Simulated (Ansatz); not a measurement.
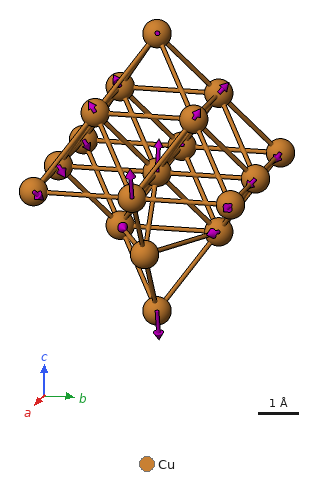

This is a relaxation of a defect cell of composition Cu (started half-way along a vacancy jump, in the symmetry of that start). The starting structure is drawn; purple arrows show the displacements, magnified 5 times.

Style: ball-and-stick. Shown: the atoms within 4.2 Å of the atom that moves most (axes of the conventional cell (2 times the calculation's cell)), slightly off an axis. Lengths and directions refer to the drawn axes.

Computed with Ansatz 0.2.0, DFT PBE, scalar-relativistic, plane waves, PAW. Set-up: plane-wave cutoff 420 eV; k-point mesh 4 × 4 × 4; occupations gaussian; smearing width 0.1 eV; no spin polarisation; atoms relaxed in a fixed cell; force threshold 0.02 eV/Å; at most 60 steps.

> What happened in the run?

The energy falls by 0.512 eV per cell of the calculation in 3 geometry steps. The largest force component goes from 1.1 to 0.006 eV/Å. The largest moves, 0.17 Å, are those of Cu atoms. The lattice vectors keep their values. Among the contacts that change: Cu–Cu 2.223 → 2.385 Å, Cu–Cu 2.567 → 2.660 Å, Cu–Cu 2.567 → 2.473 Å, Cu–Cu 2.870 → 2.778 Å. The run took 2.4 min on 4 threads of Intel(R) Xeon(R) Processor @ 2.30GHz (shared host), peak memory 1.9 GiB.

Limits of the set-up: the periodic images lie only 7.7 Å apart, so the values are limited by the cell's size.
